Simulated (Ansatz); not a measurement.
TiO2

```
CELL_PARAMETERS angstrom
8.39444 0.00000 0.00000
0.00000 8.39444 0.00000
0.00000 0.00000 8.39444
ATOMIC_POSITIONS crystal
Ti 0.25000 0.25000 0.25000
Ti 0.75000 0.75000 0.25000
Ti 0.75000 0.25000 0.75000
Ti 0.25000 0.75000 0.75000
Ti 0.00000 0.00000 0.00000
Ti 0.50000 0.50000 0.00000
Ti 0.50000 0.00000 0.50000
Ti 0.00000 0.50000 0.50000
O 0.12500 0.12500 0.12500
O 0.62500 0.62500 0.12500
O 0.62500 0.12500 0.62500
O 0.12500 0.62500 0.62500
O 0.37500 0.37500 0.12500
O 0.87500 0.87500 0.12500
O 0.87500 0.37500 0.62500
O 0.37500 0.87500 0.62500
O 0.37500 0.12500 0.37500
O 0.87500 0.62500 0.37500
O 0.87500 0.12500 0.87500
O 0.37500 0.62500 0.87500
O 0.12500 0.37500 0.37500
O 0.62500 0.87500 0.37500
O 0.62500 0.37500 0.87500
O 0.12500 0.87500 0.87500
```

Space group Fd-3m; a structure generated by program, which may or may not match a known phase; computed pressure about −3 GPa in this cell; computed without spin polarisation.

Theory: DFT HSE06, scalar-relativistic, plane waves, PAW in Ansatz 0.2.0.

Predict the valence pseudo-density and electron localisation function between the atoms.

Ti–O (1.82 Å): ρ at the midpoint is about 1 e/Å³; the ELF peaks at about 0.80 in the valence shell of O, 0.6 Å from its nucleus, and is about 0.25 at the midpoint (no shared electron pair shows on this line).

Does the calculation give a band gap?

It is gapped, with a Kohn–Sham gap of 4.8 eV on the k-point mesh, an upper bound to the gap of this method.

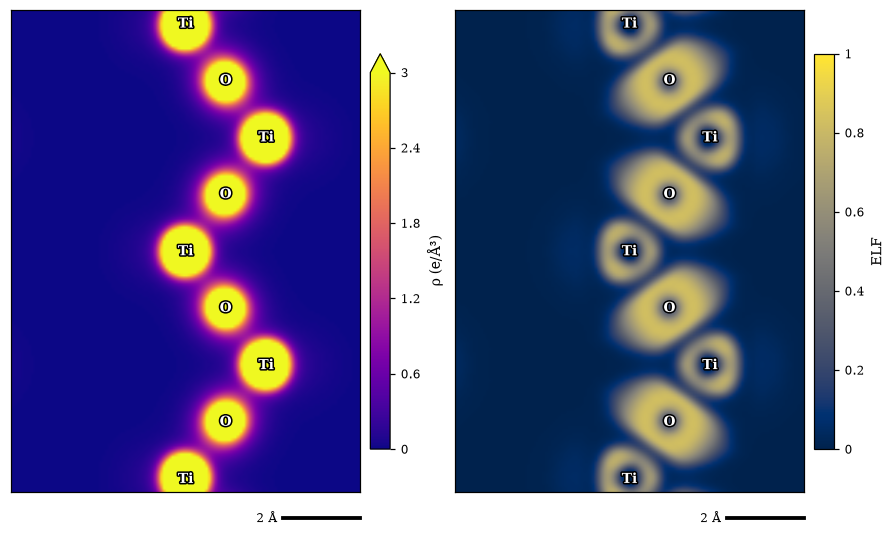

Computed valence pseudo-density and electron localisation function on the (110) plane of the conventional cell, in this order. 

The density is the valence pseudo-density of a PAW calculation; it isn't the true density close to the nuclei.
